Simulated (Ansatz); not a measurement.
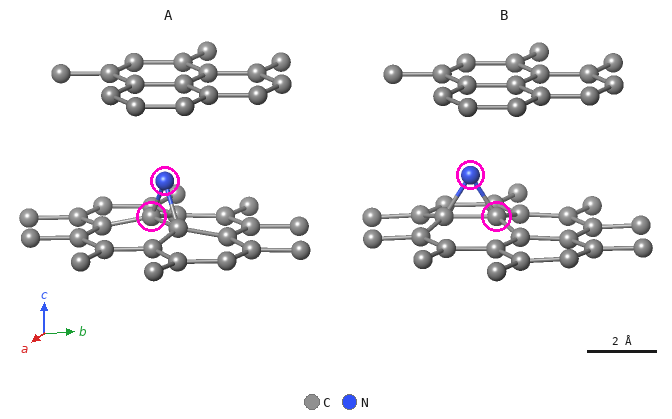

The two relaxed end points of a path for a defect cell of composition C$_{28}$N (29 atoms in the cell). The picture is a ball-and-stick view of the atoms within 4.7 Å of the middle of the path, seen slightly off an axis. The atoms that move most are ringed. Bonds to atoms that aren't drawn are left out.

These are results of DFT PBE, scalar-relativistic, plane waves, PAW in Ansatz 0.2.0, not measurements.

Settings: plane-wave cutoff 420 eV; k-point mesh 4 × 4 × 3; Gaussian smearing 0.1 eV; 3 movable images; climbing image.

Start:
```
CELL_PARAMETERS angstrom
6.16633 2.13608 0.00000
-1.23327 -6.40824 0.00000
0.00000 0.00000 -8.46545
ATOMIC_POSITIONS crystal
C 0.14339 0.72751 0.75540
C 0.57211 0.87036 0.75537
C 0.28635 0.44178 0.75508
C 0.00055 0.01311 0.75642
C 0.71501 0.58469 0.75558
C 0.42914 0.15603 0.75508
C 0.85773 0.29879 0.75531
C 0.13366 0.69535 0.20738
C 0.55830 0.83800 0.21054
C 0.27652 0.41000 0.20523
C 0.99953 0.98696 0.24492
C 0.70179 0.54470 0.21268
C 0.41998 0.12070 0.20276
C 0.84974 0.26732 0.20983
C 0.09582 0.48939 0.75509
C 0.52450 0.63228 0.75521
C 0.23857 0.20352 0.75557
C 0.95302 0.77518 0.75612
C 0.66731 0.34658 0.75511
C 0.38159 0.91792 0.75513
C 0.81019 0.06077 0.75584
C 0.32381 0.64897 0.20269
C 0.74411 0.78257 0.24459
C 0.46728 0.35965 0.20523
C 0.18546 0.93164 0.21084
C 0.89413 0.50232 0.20981
C 0.61017 0.07433 0.20730
C 0.04204 0.22491 0.21294
N 0.87129 0.88463 0.39153
```

End:
```
CELL_PARAMETERS angstrom
6.16633 2.13608 0.00000
-1.23327 -6.40824 0.00000
0.00000 0.00000 -8.46545
ATOMIC_POSITIONS crystal
C 0.15535 0.71370 0.75531
C 0.58397 0.85642 0.75558
C 0.29840 0.42804 0.75540
C 0.01254 0.99932 0.75537
C 0.72684 0.57088 0.75642
C 0.44117 0.14229 0.75508
C 0.86972 0.28508 0.75508
C 0.13187 0.72169 0.20983
C 0.55720 0.86964 0.21268
C 0.27598 0.43777 0.20738
C 0.99399 0.01313 0.21054
C 0.70171 0.57190 0.24492
C 0.41501 0.15145 0.20276
C 0.84777 0.29491 0.20523
C 0.10786 0.47561 0.75509
C 0.53644 0.61840 0.75612
C 0.25061 0.18984 0.75513
C 0.96486 0.76123 0.75584
C 0.67924 0.33286 0.75557
C 0.39355 0.90412 0.75511
C 0.82207 0.04693 0.75521
C 0.32248 0.67730 0.20981
C 0.75274 0.82732 0.24459
C 0.46047 0.38597 0.21084
C 0.17845 0.96126 0.20730
C 0.89715 0.52939 0.21294
C 0.60665 0.10415 0.20523
C 0.03944 0.24761 0.20269
N 0.72762 0.70013 0.39153
```

Question: What barrier does the band find between them, and by what path?

Answer: The two ends have the same energy, and the highest point, image 3, lies 1.01 eV above the start. The N atom travels furthest, 1.10 Å from end to end, roughly along [−2 −3 0], on a path that bends up to 0.17 Å away from the straight line. At the highest image its nearest neighbour (C) is 1.46 Å away, against 1.46 Å at the start, and the surrounding atoms stand up to 0.27 Å off the mean of their end positions. Breaking: C–N (1.46 → 2.45 Å). Forming: C–N (2.45 → 1.46 Å). The band converged in 13 iterations. The largest component of the band force went from 5.4 to 0.026 eV/Å. The climbing image converged on the top of the path. Its curvatures weren't checked.

Energies of the converged images:

```csv
image,path (Å),E (eV)
0,0.00,0.000
1,0.71,0.000
2,1.41,0.003
3,2.12,1.014
4,3.16,0.000
```

The geometry at the top of the path:

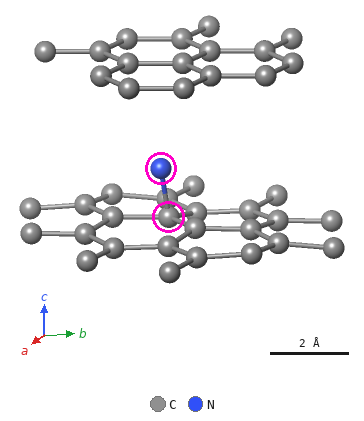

Limits of the set-up: the cell has an odd number of electrons but was run without spin polarisation; the periodic images lie only 6.5 Å apart, so the values are limited by the cell's size.

Cost: 10 min on 4 threads of Intel(R) Xeon(R) Platinum 8488C (Sapphire Rapids) (shared host), peak memory 2.9 GiB.
